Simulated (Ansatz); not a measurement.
The coordinates of a crystal:

```cif
data_structure
_symmetry_space_group_name_H-M 'C m c m'
_symmetry_Int_Tables_number 63
_cell_length_a 2.9755
_cell_length_b 10.7884
_cell_length_c 3.6488
_cell_angle_alpha 90.000
_cell_angle_beta 90.000
_cell_angle_gamma 90.000
_cell_volume 117.13
loop_
_atom_site_label
_atom_site_type_symbol
_atom_site_symmetry_multiplicity
_atom_site_Wyckoff_symbol
_atom_site_fract_x
_atom_site_fract_y
_atom_site_fract_z
_atom_site_occupancy
Al1 Al 4 c 0.00000 0.66837 0.25000 1
O1 O 4 c 0.50000 0.79418 0.25000 1
O2 O 4 c 0.50000 0.56130 0.25000 1
```

Question: Say what kind of structure these coordinates give.

Answer: The material is AlO2. Space group: Cmcm (No. 63). Lattice: base-centred orthorhombic. Counting shared atoms by their share gives 4 Al, 8 O, or 12 atoms. About every Al there are six O at 1.87 to 2.01 Å. O takes two kinds of site: 4c with four Al at 1.87 to 2.01 Å; 4c with two Al in a bent arrangement at 1.88 Å. The bonds build AlO2 layers parallel to (010).

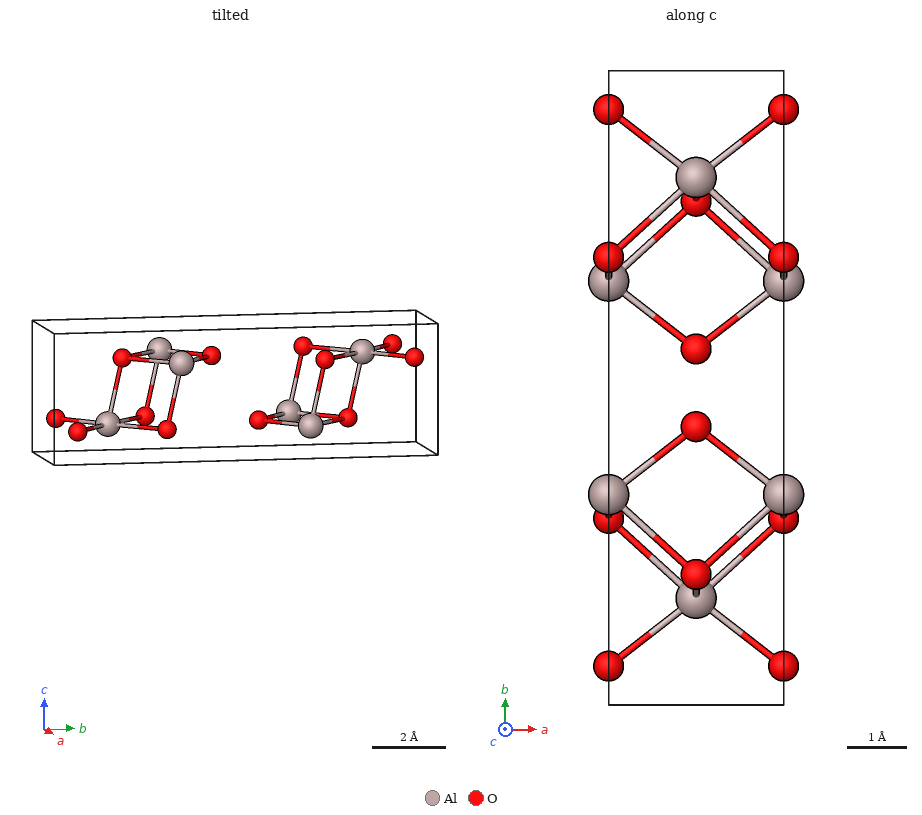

This ball-and-stick model is shown slightly off an axis and along the c axis. The box is the conventional unit cell; atoms on or close to its faces, edges and corners are drawn wherever they repeat.

Origin of the cell: a structure listed in the Materials Project. The final geometry of a relaxation with DFT PBE, scalar-relativistic, plane waves, PAW in Ansatz is shown.
